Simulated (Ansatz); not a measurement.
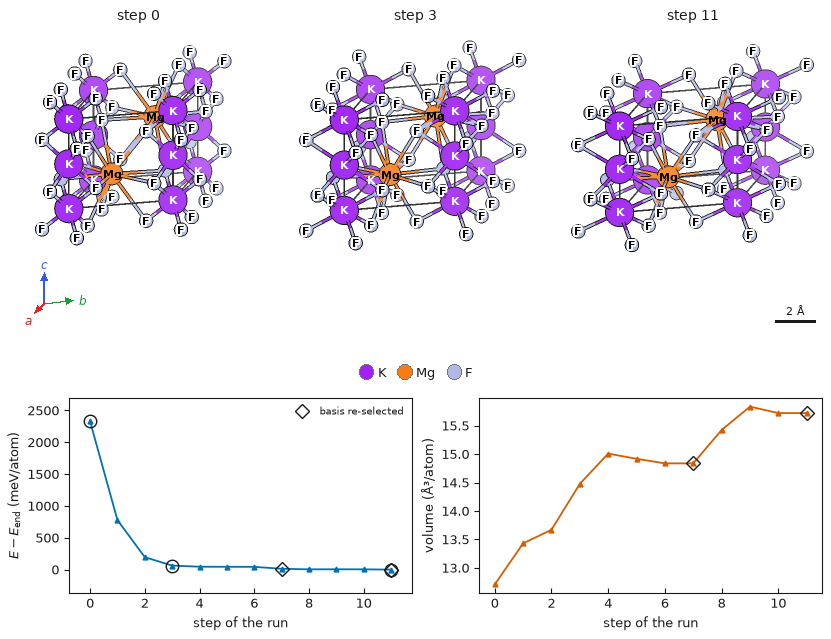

Frames of a relaxation of a crystal of KMgF3 (built on the hexagonal perovskite (2H)_194 type) (coarse preliminary run), marked on the history of the run. A ball-and-stick model of the cell of the calculation, seen slightly off an axis.

Case: hexagonal perovskite (2H) type (P6_3/mmc, No. 194).

The calculation used DFT PBE, scalar-relativistic, plane waves, PAW in Ansatz.

Input file:
```yaml
crystal:
  lattice:
    - [5.55884571, 0.0, 0.0]
    - [-2.779422855, 4.8141016005, 0.0]
    - [0.0, 0.0, 4.7492092122]
  atoms:
    - { symbol: K, position: [0.0, 0.0, 0.5] }
    - { symbol: K, position: [0.0, 0.0, 0.0] }
    - { symbol: Mg, position: [0.3333333333, 0.6666666667, 0.75] }
    - { symbol: Mg, position: [0.6666666667, 0.3333333333, 0.25] }
    - { symbol: F, position: [0.146, 0.2919999999, 0.25] }
    - { symbol: F, position: [0.854, 0.146, 0.75] }
    - { symbol: F, position: [0.854, 0.7080000001, 0.75] }
    - { symbol: F, position: [0.146, 0.854, 0.25] }
    - { symbol: F, position: [0.7080000001, 0.854, 0.25] }
    - { symbol: F, position: [0.2919999999, 0.146, 0.75] }
basis:
  ecutwfc: 420
kpoints:
  mp_grid: { grid: [6, 6, 4] }
hamiltonian:
  xc: pbe
scf:
  occupations: { method: gaussian, width: 0.1 }
  lower_state_search: "off"
output:
  forces: true
  stress: true
  eigenvalues: true
relax:
  adjacent_minimum: "off"
  f_tol: 0.04
  max_steps: 70
  cell: { stress_tol: 0.4 }
```

Run as
```bash
ansatz run input.yaml --threads 1 --pin off --max-ram 2560MiB --backend cpu --events-out ev --progress --plain --runs-dir out
```

Question: Describe the path.

Answer: After 9 accepted moves (11 points after the start) the energy has fallen by 2328 meV per atom. Largest force component: 15 eV/Å at the start, 0.0021 eV/Å at the end. The pressure goes from 80.56 to 0.20 GPa. The SCF was repeated twice at an unchanged geometry on a basis and grid sized afresh for the cell, which shifted the energy by 30.8 meV per atom at most. The largest moves relative to the cell, 0.58 Å, are those of F5, F6, F7, F8, F9 and F10. F10 goes along [2 1 0]. Mg and K stay in place. The drawn cell changes as follows: a = b 5.559 → 6.295 Å (+13.2 %), c 4.749 → 4.581 Å (−3.5 %); the volume changes by +23.7 %. Among the contacts that change: K1–F10 1.840 → 2.454 Å, K1–Mg3 3.422 → 3.811 Å, Mg3–F10 2.787 → 3.167 Å, Mg3–F5 2.982 → 2.718 Å. Among the angles between lasting bonds that change: K1–F9–K2 80.4° → 55.6°, F5–K2–F8 82.8° → 100.0°, F5–K2–F6 97.2° → 80.0°. The space group stays P6_3/mmc (No. 194). The run took 110 s on 1 thread of Arm Neoverse V1 (shared host), peak memory 0.45 GiB. From step 0 to 3: F atoms move most (0.51 Å), volume +13.9 %, energy −2264 meV per atom. From step 3 to 11: F atoms move most (0.04 Å), volume +8.6 %, energy −63.4 meV per atom.
